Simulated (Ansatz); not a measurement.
**Cu: 7 runs along one coordinate**

System: Cu (2 atoms in the cell).
Method: DFT r2SCAN, scalar-relativistic, plane waves, PAW, no spin polarisation (Ansatz 0.2.0).

The 7 runs differ only in the geometry, by a strain of the cell at fixed fractional positions. Against run 4, the strain is εxx = η and εyy = η. The structure derives from a Materials Project entry.

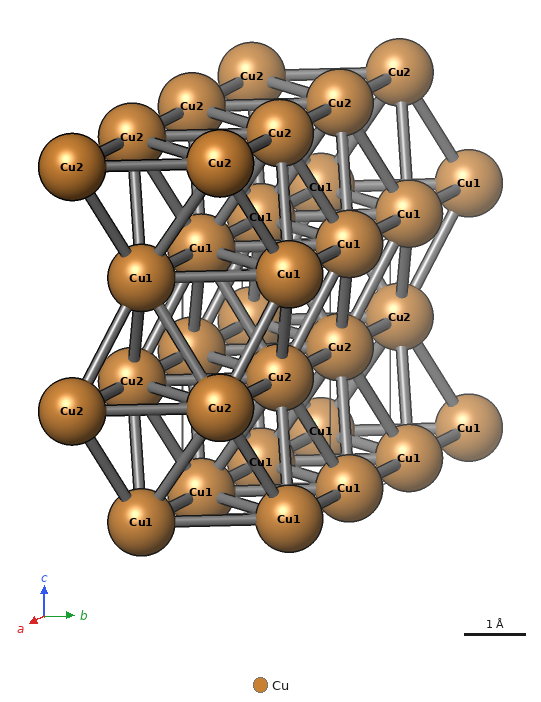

Figure 1. The structure of run 4 (ball-and-stick view of the cell of the calculation, repeated 4 × 2 × 2, seen slightly off an axis; atoms are numbered from 1 in the order of the input). An atom can appear more than once, as a periodic image.

**Input of run 4**
```yaml
crystal:
  lattice:
    - [2.4390680447, 0.0, 0.0]
    - [-1.2195340223, 2.1122948883, 0.0]
    - [0.0, 0.0, 4.112571]
  atoms:
    - { symbol: Cu, position: [0.3333333333, 0.6666666667, 0.25] }
    - { symbol: Cu, position: [0.6666666667, 0.3333333333, 0.75] }
basis:
  ecutwfc: 500
kpoints:
  mp_grid: { grid: [24, 24, 12] }
hamiltonian:
  xc: r2scan
scf:
  occupations: { method: gaussian, width: 0.15 }
output:
  forces: true
  stress: true
  eigenvalues: true
```

Command:
```bash
ansatz run input.yaml --threads 1 --pin off --max-ram 2560MiB --backend cpu --events-out ev --progress --plain --runs-dir out
```

Lattice vectors (Å) and fractional positions of run 4:
```
   2.439068    0.000000    0.000000
  -1.219534    2.112295    0.000000
   0.000000    0.000000    4.112571
Cu  0.333333  0.666667  0.250000
Cu  0.666667  0.333333  0.750000
```

Run 3 differs from it as follows:
```diff
-    - [2.4390680447, 0.0, 0.0]
-    - [-1.2195340223, 2.1122948883, 0.0]
+    - [2.3440394196, 0.0, 0.0]
+    - [-1.1720197098, 2.0299976848, 0.0]
```

**Results, with one run withheld**

```tsv
run	strain parameter η (%)	free energy per atom, from the lowest run given (meV)	pressure (GPa)
1	−11.6883	1078.69	130.26
2	−7.7922	491.37	75.36
3	−3.8961	?	?
4	0.0000	0.00	15.53
5	11.6883	79.06	−15.29
6	17.5273	258.84	−19.73
7	19.4805	327.13	−20.46
```

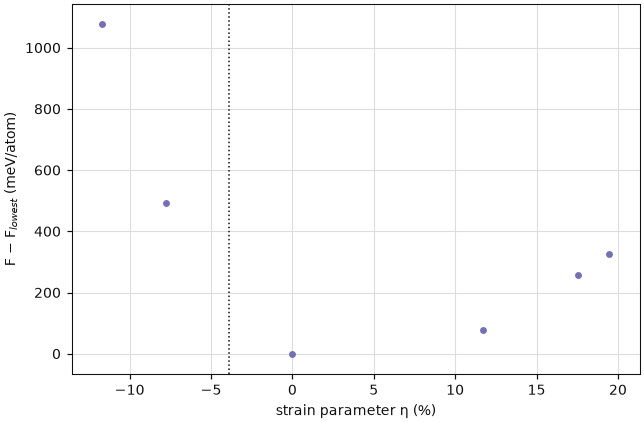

Figure 2. Free energy per atom of the runs given; the dotted line marks run 3.

Estimate the energy of run 3 from the others.

A cubic polynomial in the coordinate, fitted to the 6 runs given, misses them by at most 22.32 meV per atom. With x = η − 4.8693, it reads F = −61.694 + 6.8603 x + 2.8224 x² − 0.10335 x³ (meV per atom). At run 3 it gives 164.63 meV per atom, and the run itself gives 159.32. The fit has its minimum at η = 3.7258 %. The miss comes from the order of the polynomial or from scatter in that run; these data can't tell which.

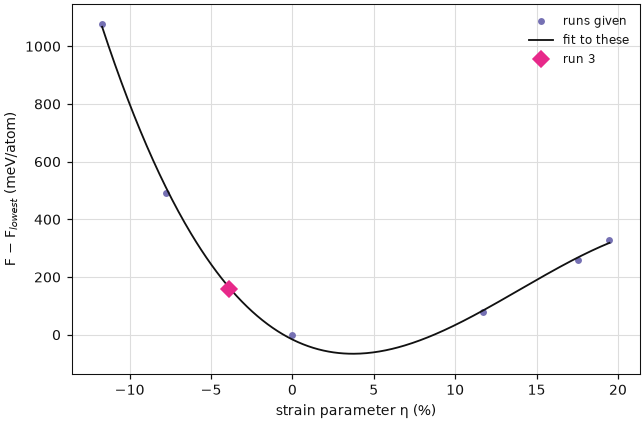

Figure 3. The fit and the withheld run.

**Output, shortened to warnings, some set-up lines, iterations and results (run 3)**
```
Basis set: ecut = 500 eV, 513 PW (Γ), exchange–correlation on 72×72×120 points (64 copies of the dense FFT grid, shifted against one another)
Symmetry: 24 space group operations
k-points: 427 of 6912
Initial density: superposition of atomic densities (neutral atoms: chi_scale 0, normalization atom), corrected by the library's trained network
[...]
SCF iter   1: F=—  HF=-13262.080720 eV  |F-HF|=—  |Δ(HF+E_count)|=         —  Δρ=3.84e-2  dr2=1.52e-1  dr2_τ=1.31e-3  ethr=1.77e-3  ⟨swp⟩=4.9  Hψ=36025  notcnv=0
SCF iter   2: F=—  HF=-13262.065992 eV  |F-HF|=—  |Δ(HF+E_count)|=   1.47e-2  Δρ=6.41e-3  dr2=1.98e-3  dr2_τ=2.03e-3  ethr=3.99e-4  ⟨swp⟩=2.0  Hψ=19202  notcnv=0  defer=79
SCF iter   3: F=—  HF=-13262.058416 eV  |F-HF|=—  |Δ(HF+E_count)|=   7.58e-3  Δρ=6.70e-3  dr2=5.49e-3  dr2_τ=4.08e-5  ethr=5.20e-6  ⟨swp⟩=2.1  Hψ=19462  notcnv=0  defer=79
SCF iter   4: F=—  HF=-13262.056888 eV  |F-HF|=—  |Δ(HF+E_count)|=   1.53e-3  Δρ=5.26e-4  dr2=9.15e-6  dr2_τ=7.32e-6  ethr=5.20e-6  ⟨swp⟩=2.0  Hψ=14437  notcnv=0  defer=79
SCF iter   5: F=—  HF=-13262.056951 eV  |F-HF|=—  |Δ(HF+E_count)|=   6.32e-5  Δρ=1.67e-4  dr2=3.06e-6  dr2_τ=1.08e-7  ethr=2.41e-8  ⟨swp⟩=2.1  Hψ=18077  notcnv=0  defer=79
SCF iter   6: F=—  HF=-13262.056956 eV  |F-HF|=—  |Δ(HF+E_count)|=   4.89e-6  Δρ=3.76e-5  dr2=1.67e-7  dr2_τ=9.18e-9  ethr=8.05e-9  ⟨swp⟩=2.0  Hψ=17894  notcnv=0  defer=79
SCF iter   7: F=-13262.056957 eV  HF=-13262.056957 eV  |F-HF|=1.48e-9  |Δ(HF+E_count)|=   1.52e-7  Δρ=5.55e-6  dr2=4.10e-9  dr2_τ=8.65e-11  ethr=2.63e-10  ⟨swp⟩=6.1  Hψ=44341 …
SCF 1 converged in 7 iterations: F = -13262.056957 eV  dr2 = 4.10e-9
SCF converged after 7 iterations
Free energy (F): -13262.056957 eV
Harris-Foulkes:  -13262.056957 eV  (|F-HF|=1.48e-9)
Internal energy: -13262.048232 eV  (E = F + TS)
E sigma→0 (E₀):  -13262.052594 eV
Entropy (-TS):   -0.008724 eV (-4.362 meV/atom)
Fermi energy:    21.054470 eV
--- Per-component energies (eV) ---
  E_band       = -626.575743
  E_kinetic    = 605.048859
  E_local      = -7426.159837  (includes V_loc(G=0)·N_el)
  E_nonlocal   = 788.992859
  E_hartree    = 3309.080814
  E_xc         = -171.053545
  E_vxc        = -254.669690  (∫ρ·V_xc dr)
  E_paw        = -3353.235051  (= ΣΔE_a)
  E_vpaw       = -976.360451  (= ΣTr[D̂ρ^β])
  E_aug_tail   = 0.000289  (compensation charges beyond the density's cutoff)
  E_vtau       = 18.417317  (kinetic-family band-sum trace: ∫τ·v_τ [+ j·A + Jᵃ·Aᵃ] dr)
  E_ewald      = -7014.120404
  E_core_change = -0.602216  (= ΣΔE_core)
  E_smearing   = -0.008724  (= −TS)
  E_closure    = -0.000000  (closes the sum)
  Σ components = -13262.056957   (vs F -13262.056957, Δ=0.00e0)
--- Forces (eV/Å), atoms counted from 1 ---
  atom   1  Cu     0.00000000     0.00000000     0.00000000
  atom   2  Cu     0.00000000    -0.00000000     0.00000000
  max |Σ_I F_I| component: 4.63e-18 eV/Å
--- Stress (GPa, compression-positive) ---
       47.375199       0.000000       0.000000
        0.000000      47.375199       0.000000
        0.000000       0.000000      22.858352
  P = ⅓ Tr σ = 39.2029 GPa (392.029 kbar)
```
